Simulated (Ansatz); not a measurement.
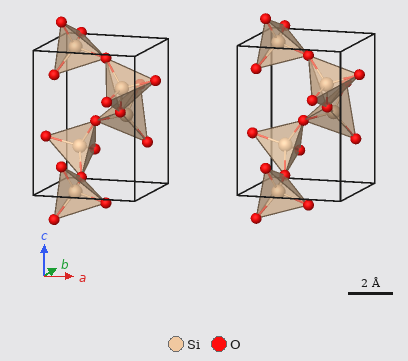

Two geometries of crystalline SiO₂ (set up in P4_12_12), drawn at one scale. One is the start of a relaxation, the other its converged end. Style: polyhedral. Shown: the cell of the calculation, slightly off an axis.

Method: Kohn-Sham DFT of a periodic cell, r2SCAN with rVV10, Ansatz PAW in Ansatz. (plane-wave cutoff 500 eV; k-point mesh 6 × 6 × 4; occupations fermi-dirac; smearing width 0.05 eV; no spin polarisation; cell and atoms relaxed; force threshold 0.01 eV/Å; at most 40 steps)

Which of the two is the end point?

Answer. The left one is the relaxed one. The run lets cell and atoms move. The largest moves relative to the cell, 0.15 Å, are those of O atoms. Largest moves by element: O 0.15 Å, Si 0.09 Å. The drawn cell changes as follows: a = b 4.982 → 4.895 Å (−1.7 %), c 6.963 → 6.741 Å (−3.2 %); the volume changes by −6.5 %. Some distances before and after: O–Si 1.604 → 1.615 Å. Bond angles that change, for instance: Si–O–Si 146.6° → 139.9°. The space group stays P4_12_12 (No. 92). Over 5 accepted moves (6 points after the start) the energy falls by 52.2 meV per cell of the calculation. The largest force component goes from 0.19 to 0.00075 eV/Å. Pressure: 1.19 GPa at the start and 0.03 GPa at the end. The SCF was repeated once at an unchanged geometry on a basis and grid sized afresh for the cell, which shifted the energy by 5.2 meV per cell of the calculation at most. Cost: 96 s on 4 threads of Arm Neoverse V2, on a shared host, peak memory 1 GiB.
